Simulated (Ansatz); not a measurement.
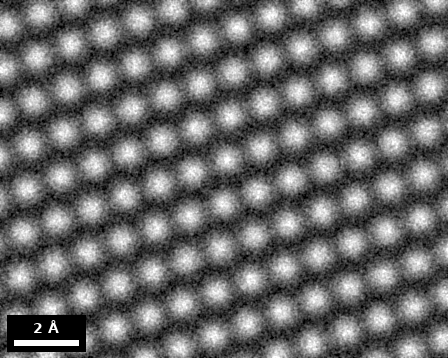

Integrated-DPC-like image of a crystal. Simulated as the projected potential of neutral atoms (B = 0.3 Å²) blurred by a 0.55 Å probe, the thin-sample limit of integrated differential phase contrast. The display is stretched by a gamma of 0.8; percentages refer to the linear signal. Shot noise was added.

**Give the net of the columns and its spacings.**

The pattern repeats on a centred rectangular net of 1.1 × 2.5 Å.

**Which plane group does this projection have?**

c2mm: perpendicular mirror lines on a centred net, with further twofold points between them.

**How many columns does the smallest repeating cell hold, and how many levels of brightness?**

1 column in the primitive cell of 1.4 Å², all of one brightness.

The crystal is Co (Fd-3m, No. 227) seen along [210]. Model: the geometry relaxed with DFT, r2SCAN, plane waves (500 eV) with PAW, scalar-relativistic (Ansatz); the starting structure was generated, so it need not be a known form of this composition.
